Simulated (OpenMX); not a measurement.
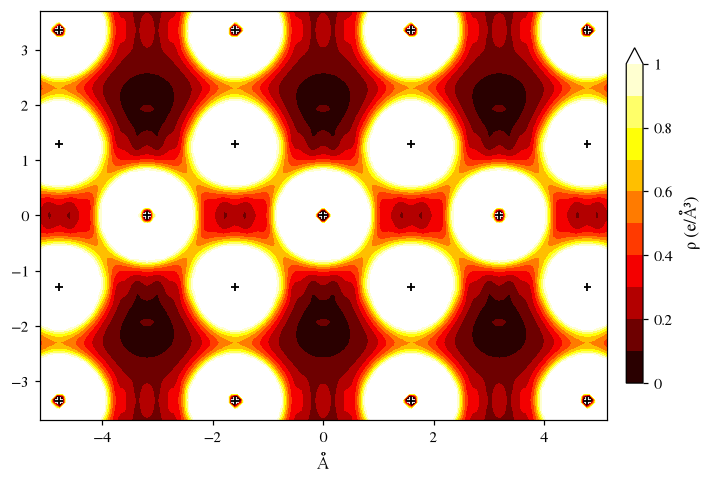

The valence pseudo-density on a plane through atoms (crosses mark nuclei in the plane).

Method: OpenMX 3.8.5, Kohn-Sham DFT of a periodic cell, PBE, OpenMX 2013 PBE set.

Candidates:
A. SnO2, a = 4.74 Å, b = 4.74 Å, c = 3.19 Å, α = 90.00°, β = 90.00°, γ = 90.00°. Space group P4₂/mnm; not relaxed (largest force 0.4 eV/Å); computed pressure about 17 GPa in this cell.
B. HfN, a = 3.13 Å, b = 3.13 Å, c = 4.51 Å, α = 90.00°, β = 90.00°, γ = 90.00°. Space group I4/mmm; computed pressure about 19 GPa in this cell.
C. BN, a = 2.50 Å, b = 2.50 Å, c = 6.64 Å, α = 90.00°, β = 90.00°, γ = 120.00°. Space group P6₃/mmc; computed pressure about 7 GPa in this cell.

> Which system is this?

Candidate A: SnO2 on the (11̄0) plane of the conventional cell, which holds Sn and O. Sn–O (2.05 Å): ρ at the midpoint is about 0.62 e/Å³.
